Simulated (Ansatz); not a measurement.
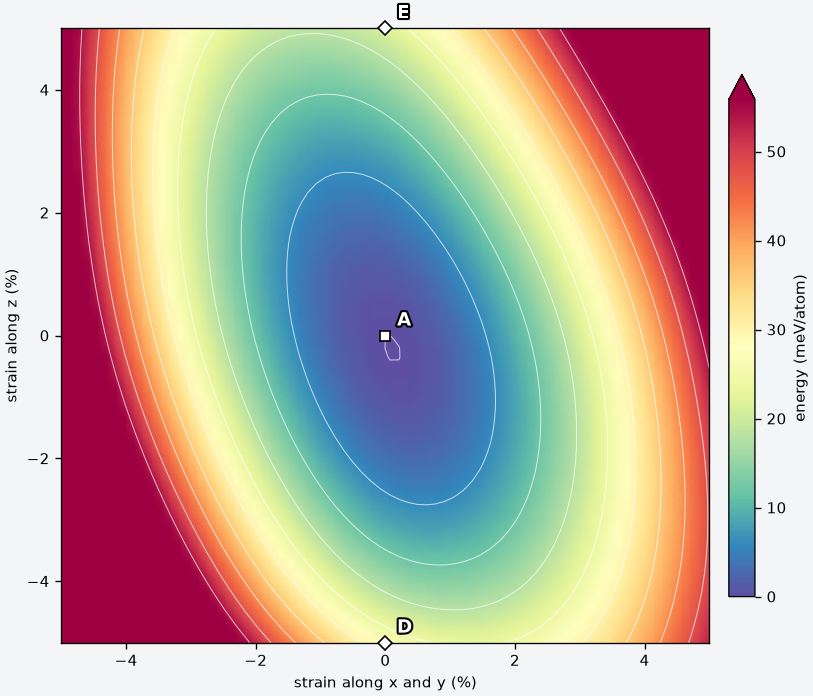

Si (Fmmm, No. 69; 8 atoms in the cell). The cell is strained homogeneously, by one strain along x and y and another along z, with fractional coordinates fixed (x along [0 0 −1], z along [0 1 0] of the conventional cell). The first coordinate is: strain along x and y; the second: strain along z. Grid: 5 × 5 points. Points are written as (first, second). All energies are given in meV/atom relative to the lowest grid point. All numbers below come from DFT LDA, scalar-relativistic, plane waves, PAW (Ansatz). Settings: cutoff 420 eV, k-mesh 10×10×8 in the order of the run's cell vectors, gaussian smearing 0.15 eV, no spin polarisation.

Drawn: a smooth colour map with a few white contour lines, one colour for all values above the top of the scale, lettered points. Between grid points the surface is interpolated.

**Rank the lettered points by energy, lowest first.**

A (0 meV/atom), E (22 meV/atom), D (27 meV/atom).
